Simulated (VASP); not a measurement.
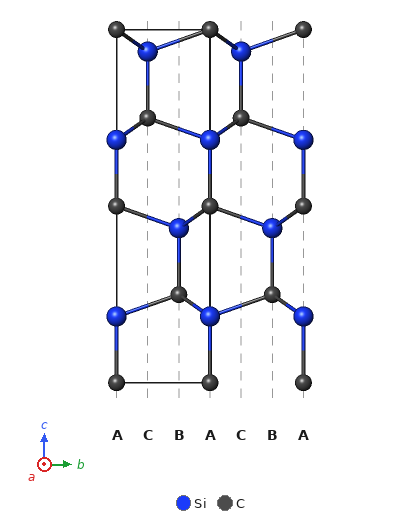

Projection along an edge of the hexagonal mesh, stacking direction c upwards. The dashed lines mark the three columns A (0, 0), B (1/3, 2/3) and C (2/3, 1/3). The sequence starts with the first layer at or above the cell's origin.

The compound is SiC (space group P6_3mc, No. 186), taken as coordinates from a relaxation with VASP 6.6.1, VASP Kohn-Sham DFT of a periodic cell, BLYP with D3, VASP PAW PBE potentials, recommended.

Give the sequence of layers in one repeat, with element and column.

Answer. C(A) – Si(A) – C(B) – Si(B) – C(A) – Si(A) – C(C) – Si(C) (eight layers in 10.15 Å).
